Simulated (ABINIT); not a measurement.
## Elastic calculation of Cu$_{3}$N (part 1 of 3)

Cu$_{3}$N (4 atoms in the cell), computed with Kohn-Sham DFT of a periodic cell, LDA, PseudoDojo NC SR LDA v0.4.1 standard, no spin polarisation (ABINIT 10.8.3).

The structure was built on a prototype by a generator; it need not be a known phase.

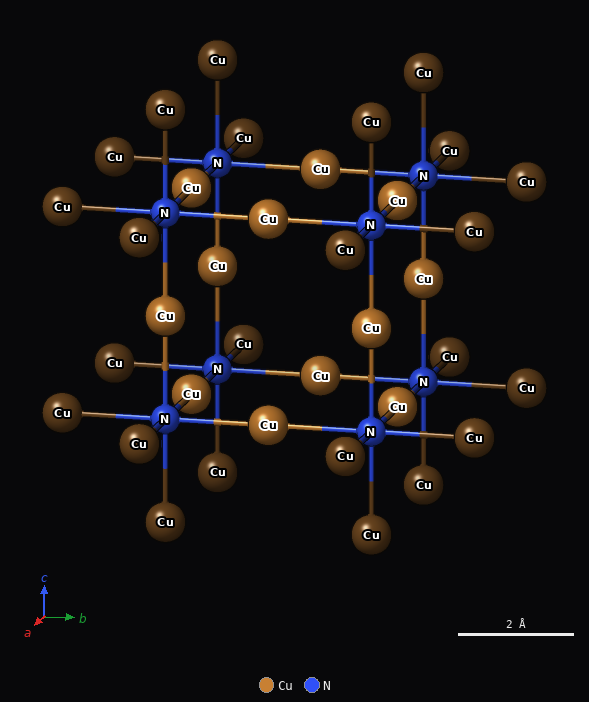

The structure (ball-and-stick view of the cell of the calculation, seen slightly off an axis; neighbours outside the cell are drawn fainter).

### Input
```
ndtset 2

pp_dirpath "./"
pseudos "Cu.upf, N.upf"

acell 7.036263908 7.036263908 7.036263908
rprim
     1.0000000000     0.0000000000     0.0000000000
     0.0000000000     1.0000000000     0.0000000000
     0.0000000000     0.0000000000     1.0000000000
ntypat 2
znucl 29 7
natom 4
typat 1 1 1 2
chkprim 0
chksymtnons 0
tolsym 1.0e-6
xred
            1/2            0.0            0.0
            0.0            1/2            0.0
            0.0            0.0            1/2
            0.0            0.0            0.0

ecut 46.0

ngkpt 8 8 8
nshiftk 1
shiftk 0.5 0.5 0.5

ixc 7

nband 42
occopt 3
tsmear 0.05 eV

nstep 80

prteig 0
prtebands 0
prtwf 0
prtden 0
prtpot 0

kptopt1 1
tolvrs1 1.0e-15
prtwf1 1
tolwfr1 1.0e-14
nbdbuf1 4
nline1 6

rfphon2 1
rfstrs2 3
rfatpol2 1 4
rfdir2 1 1 1
getwfk2 1
kptopt2 2
nqpt2 1
qpt2 0.0 0.0 0.0
tolvrs2 1.0e-8
```

### File mrgddb.in
```
merged_DDB
Cu3N
2
runo_DS1_DDB
runo_DS2_DDB
```

### File anaddb.abi
```
ddb_filepath "merged_DDB"
output_file "anaddb.abo"
outdata_prefix "ana"
asr 1
chneut 0
dipdip 0
dieflag 0
enunit 0
elaflag 5
instrflag 1
eivec 0
nph1l 1
qph1l 0.0 0.0 0.0 1.0
```

Machine: 1 thread of Intel Xeon @ 2.90GHz (Ice Lake), 128 GiB of memory available, shared host.

Run as:
```bash
abinit run.abi > log 2>&1
mrgddb < mrgddb.in > mrgddb.log 2>&1
anaddb anaddb.abi > anaddb.log 2>&1
```

### Output
```
.Version 10.8.3 of ABINIT
 DATASET    1 : space group Pm -3 m (#221); Bravais cP (primitive cubic)
================================================================================
 Values of the parameters that define the memory need for DATASET  1.
     intxc =       0    ionmov =       0      iscf =       7    lmnmax =       6
     lnmax =       6     mgfft =      45  mpssoang =       3    mqgrid =    3001
     natom =       4  nloc_mem =       1    nspden =       1   nspinor =       1
    nsppol =       1      nsym =      48    n1xccc =    2501    ntypat =       2
    occopt =       3   xclevel =       1
       mpw =        5203          nfft =       91125          nkpt =          20
================================================================================
================================================================================

 DATASET    2 : space group Pm -3 m (#221); Bravais cP (primitive cubic)
================================================================================
 Values of the parameters that define the memory need for DATASET  2 (RF).
     intxc =       0      iscf =       7    lmnmax =       6     lnmax =       6
     mgfft =      45  mpssoang =       3    mqgrid =    3001     natom =       4
  nloc_mem =       1    nspden =       1   nspinor =       1    nsppol =       1
      nsym =      48    n1xccc =    2501    ntypat =       2    occopt =       3
   xclevel =       1
      nfft =       91125          nkpt =         256
================================================================================
================================================================================

--------------------------------------------------------------------------------
------------- Echo of variables that govern the present computation ------------
--------------------------------------------------------------------------------
 -outvars: echo values of preprocessed input variables --------
            acell      7.0362639080E+00  7.0362639080E+00  7.0362639080E+00 Bohr
              amu      6.35460000E+01  1.40067400E+01
          chkprim           0
      chksymtnons           0
             ecut      4.60000000E+01 Hartree
           getwfk1          0
           getwfk2          1
              ixc           7
           jdtset        1    2
                       outvar_i_n : Printing only first  50 k-points.
           kptopt1          1
           kptopt2          2
         kptrlatt        8    0    0      0    8    0      0    0    8
          kptrlen      5.62901113E+01
            natom           4
            nband1         42
            nband2         42
           nbdbuf1          4
           nbdbuf2          2
           ndtset           2
            ngfft          45      45      45
             nkpt1         20
             nkpt2        256
            nline1          6
            nline2          4
             nqpt1          0
             nqpt2          1
            nstep          80
             nsym          48
           ntypat           2
                       prtocc : prtvol=0, do not print more k-points.
           occopt           3
        optdriver1          0
        optdriver2          1
           prtden           0
        prtebands           0
           prteig           0
            prtwf1          1
            prtwf2          0
           rfphon1          0
           rfphon2          1
           rfstrs1          0
           rfstrs2          3
           shiftk      5.00000000E-01  5.00000000E-01  5.00000000E-01
          spgroup         221
           tolsym      1.00000000E-06
           tolvrs1     1.00000000E-15
           tolvrs2     1.00000000E-08
           tolwfr1     1.00000000E-14
           tolwfr2     0.00000000E+00
           tsmear      1.83746611E-03 Hartree
            typat      1  1  1  2
                       outvars : Printing only first  50 k-points.
           xangst      1.8617152537E+00  0.0000000000E+00  0.0000000000E+00
                       0.0000000000E+00  1.8617152537E+00  0.0000000000E+00
                       0.0000000000E+00  0.0000000000E+00  1.8617152537E+00
                       0.0000000000E+00  0.0000000000E+00  0.0000000000E+00
            xcart      3.5181319540E+00  0.0000000000E+00  0.0000000000E+00
                       0.0000000000E+00  3.5181319540E+00  0.0000000000E+00
                       0.0000000000E+00  0.0000000000E+00  3.5181319540E+00
                       0.0000000000E+00  0.0000000000E+00  0.0000000000E+00
             xred      5.0000000000E-01  0.0000000000E+00  0.0000000000E+00
                       0.0000000000E+00  5.0000000000E-01  0.0000000000E+00
                       0.0000000000E+00  0.0000000000E+00  5.0000000000E-01
                       0.0000000000E+00  0.0000000000E+00  0.0000000000E+00
            znucl       29.00000    7.00000

================================================================================

 chkinp: Checking input parameters for consistency, jdtset=   1.

 chkinp: Checking input parameters for consistency, jdtset=   2.

================================================================================
== DATASET  1 ==================================================================

--- !DatasetInfo
iteration_state: {dtset: 1, }
dimensions: {natom: 4, nkpt: 20, mband: 42, nsppol: 1, nspinor: 1, nspden: 1, mpw: 5203, }
cutoff_energies: {ecut:  46.0, pawecutdg:  -1.0, }
electrons: {nelect:   6.20000000E+01, charge:   0.00000000E+00, occopt:   3.00000000E+00, tsmear:   1.83746611E-03, }
meta: {optdriver: 0, ionmov: 0, optcell: 0, iscf: 7, paral_kgb: 0, }
...

 Exchange-correlation functional for the present dataset will be:
  LDA: Perdew-Wang 92 LSD fit to Ceperley-Alder data - ixc=7
  J.P.Perdew and Y.Wang, PRB 45, 13244 (1992)

 Real(R)+Recip(G) space primitive vectors, cartesian coordinates (Bohr,Bohr^-1):
 R(1)=  7.0362639  0.0000000  0.0000000  G(1)=  0.1421209  0.0000000  0.0000000
 R(2)=  0.0000000  7.0362639  0.0000000  G(2)=  0.0000000  0.1421209  0.0000000
 R(3)=  0.0000000  0.0000000  7.0362639  G(3)=  0.0000000  0.0000000  0.1421209
 Unit cell volume ucvol=  3.4835846E+02 bohr^3
 Angles (23,13,12)=  9.00000000E+01  9.00000000E+01  9.00000000E+01 degrees

 getcut: wavevector=  0.0000  0.0000  0.0000  ngfft=  45  45  45
         ecut(hartree)=     46.000   => boxcut(ratio)=   2.04817

--- Pseudopotential description ------------------------------------------------
- pspini: atom type   1  psp file is ./Cu.upf
  29.00000  19.00000  180309                  znucl, zion, pspdat
12 -1012 2 -1 1456                            pspcod,pspxc,lmax,lloc,mmax
     nproj     2     2     2

- pspini: atom type   2  psp file is ./N.upf
   7.00000   5.00000  180309                  znucl, zion, pspdat
12 -1012 1 -1 1058                            pspcod,pspxc,lmax,lloc,mmax
     nproj     2     2     0

   4.37609194E+03                                ecore*ucvol(ha*bohr**3)
--------------------------------------------------------------------------------

================================================================================

--- !BeginCycle
iteration_state: {dtset: 1, }
solver: {iscf: 7, nstep: 80, nline: 6, wfoptalg: 0, }
tolerances: {tolwfr: 1.00E-14, tolvrs: 1.00E-15, }
...

     iter   Etot(hartree)      deltaE(h)  residm     vres2
 ETOT  1  -577.87448301337    -5.779E+02 1.603E-01 1.889E+03
 ETOT  2  -577.34593537366     5.285E-01 1.692E-04 4.659E+03
 ETOT  3  -578.70450296604    -1.359E+00 1.585E-02 1.668E+01
 ETOT  4  -578.70782126748    -3.318E-03 2.970E-05 2.951E+00
 ETOT  5  -578.70820412984    -3.829E-04 1.289E-05 1.232E+00
 ETOT  6  -578.70831257676    -1.084E-04 3.619E-06 2.769E-01
 ETOT  7  -578.70837595980    -6.338E-05 1.766E-06 7.854E-02
 ETOT  8  -578.70839510024    -1.914E-05 2.173E-07 4.200E-05
 ETOT  9  -578.70839510434    -4.092E-09 2.940E-10 1.013E-05
 ETOT 10  -578.70839510716    -2.827E-09 4.394E-11 3.253E-07
 ETOT 11  -578.70839510727    -1.025E-10 9.800E-13 2.608E-11
 ETOT 12  -578.70839510725     1.614E-11 7.165E-15 1.204E-12
 ETOT 13  -578.70839510724     1.273E-11 7.006E-15 5.379E-14
 ETOT 14  -578.70839510727    -2.944E-11 6.943E-15 1.228E-15
 ETOT 15  -578.70839510727     9.095E-13 6.944E-15 2.288E-17

 At SCF step   15  max residual=  6.94E-15 < tolwfr=  1.00E-14 AND vres2   =  2.29E-17 < tolvrs=  1.00E-15 =>converged.

 Cartesian components of stress tensor (hartree/bohr^3)
  sigma(1 1)=  3.40466215E-06  sigma(3 2)=  0.00000000E+00
  sigma(2 2)=  3.40466215E-06  sigma(3 1)=  0.00000000E+00
  sigma(3 3)=  3.40466215E-06  sigma(2 1)=  0.00000000E+00

--- !ResultsGS
iteration_state: {dtset: 1, }
comment   : Summary of ground state results
lattice_vectors:
- [  7.0362639,   0.0000000,   0.0000000, ]
- [  0.0000000,   7.0362639,   0.0000000, ]
- [  0.0000000,   0.0000000,   7.0362639, ]
lattice_lengths: [   7.03626,    7.03626,    7.03626, ]
lattice_angles: [ 90.000,  90.000,  90.000, ] # degrees, (23, 13, 12)
lattice_volume:   3.4835846E+02
convergence: {deltae:  9.095E-13, res2:  2.288E-17, residm:  6.944E-15, diffor: null, }
etotal    :  -5.78708395E+02
entropy   :   0.00000000E+00
fermie    :   2.60466895E-01
cartesian_stress_tensor: # hartree/bohr^3
- [  3.40466215E-06,   0.00000000E+00,   0.00000000E+00, ]
- [  0.00000000E+00,   3.40466215E-06,   0.00000000E+00, ]
- [  0.00000000E+00,   0.00000000E+00,   3.40466215E-06, ]
pressure_GPa:  -1.0017E-01
xred      :
- [  5.0000E-01,   0.0000E+00,   0.0000E+00, Cu]
- [  0.0000E+00,   5.0000E-01,   0.0000E+00, Cu]
- [  0.0000E+00,   0.0000E+00,   5.0000E-01, Cu]
- [  0.0000E+00,   0.0000E+00,   0.0000E+00,  N]
cartesian_forces: # hartree/bohr
- [ -0.00000000E+00,  -0.00000000E+00,  -0.00000000E+00, ]
- [ -0.00000000E+00,  -0.00000000E+00,  -0.00000000E+00, ]
- [ -0.00000000E+00,  -0.00000000E+00,  -0.00000000E+00, ]
- [ -0.00000000E+00,  -0.00000000E+00,  -0.00000000E+00, ]
force_length_stats: {min:   0.00000000E+00, max:   0.00000000E+00, mean:   0.00000000E+00, }
...

 Integrated electronic density in atomic spheres:
 ------------------------------------------------
 Atom  Sphere_radius  Integrated_density
    1        2.00000         17.44087756
    2        2.00000         17.44087756
    3        2.00000         17.44087756
    4        2.00000          5.52001098
================================================================================

 ----iterations are completed or convergence reached----

 Mean square residual over all n,k,spin=   54.020E-17; max=  69.441E-16
 reduced coordinates (array xred) for    4 atoms
       0.500000000000      0.000000000000      0.000000000000
       0.000000000000      0.500000000000      0.000000000000
       0.000000000000      0.000000000000      0.500000000000
       0.000000000000      0.000000000000      0.000000000000
 rms dE/dt=  0.0000E+00; max dE/dt=  0.0000E+00; dE/dt below (all hartree)
    1       0.000000000000      0.000000000000      0.000000000000
    2       0.000000000000      0.000000000000      0.000000000000
    3       0.000000000000      0.000000000000      0.000000000000
    4       0.000000000000      0.000000000000      0.000000000000

 cartesian coordinates (angstrom) at end:
    1      1.86171525374343     0.00000000000000     0.00000000000000
    2      0.00000000000000     1.86171525374343     0.00000000000000
    3      0.00000000000000     0.00000000000000     1.86171525374343
    4      0.00000000000000     0.00000000000000     0.00000000000000

 cartesian forces (hartree/bohr) at end:
    1     -0.00000000000000    -0.00000000000000    -0.00000000000000
    2     -0.00000000000000    -0.00000000000000    -0.00000000000000
    3     -0.00000000000000    -0.00000000000000    -0.00000000000000
    4     -0.00000000000000    -0.00000000000000    -0.00000000000000
 frms,max,avg= 0.0000000E+00 0.0000000E+00   0.000E+00  0.000E+00  0.000E+00 h/b
```
